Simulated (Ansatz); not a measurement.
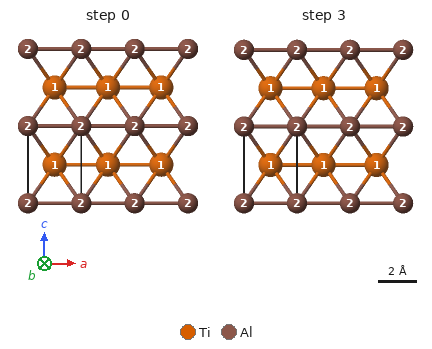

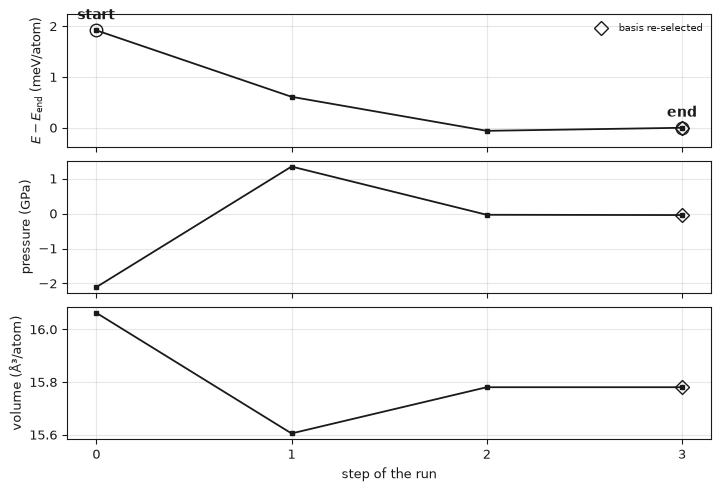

First and last geometry of a relaxation of a crystal of TiAl (set up in P4/mmm), with the history of the run. A ball-and-stick model of the cell of the calculation, repeated 3 × 1 × 2 with one cell outlined, seen along the b axis.

All numbers below come from DFT PBEsol, scalar-relativistic, plane waves, PAW (Ansatz). Settings: plane-wave cutoff 420 eV; k-point mesh 14 × 14 × 10; occupations gaussian; smearing width 0.1 eV; no spin polarisation; cell and atoms relaxed; force threshold 0.005 eV/Å; at most 80 steps.

**Read the history and describe the run.**

It converged. The atoms keep their places relative to the cell (all moves are under 0.005 Å). The volume changes by −1.8 %, with a = b 2.811 → 2.795 Å (−0.6 %), c 4.066 → 4.041 Å (−0.6 %). Among the contacts that change: Ti1–Al2 2.843 → 2.826 Å, Ti1–Ti1 2.811 → 2.795 Å, Al2–Al2 2.811 → 2.795 Å. The space group stays P4/mmm (No. 123). Over 2 accepted moves (3 points after the start) the energy falls by 1.9 meV per atom. All forces vanish by symmetry, so only the cell relaxes. Pressure: −2.11 GPa at the start and −0.04 GPa at the end. At 1 point the geometry stayed and the basis and grid were re-selected for the new cell (energy shift of 0.1 meV per atom at most each time). The run took 9.3 s on 2 threads of Intel(R) Xeon(R) Platinum 8488C (Sapphire Rapids) (shared host), peak memory 0.46 GiB.

| step | E − E(0), meV/atom | pressure, GPa | volume, Å³/atom | note |
| --- | --- | --- | --- | --- |
| 0 | 0.00 | -2.11 | 16.063 |  |
| 1 | -1.31 | 1.35 | 15.605 |  |
| 2 | -1.98 | -0.03 | 15.781 |  |
| 3 | -1.92 | -0.04 | 15.781 | same geometry, new basis |
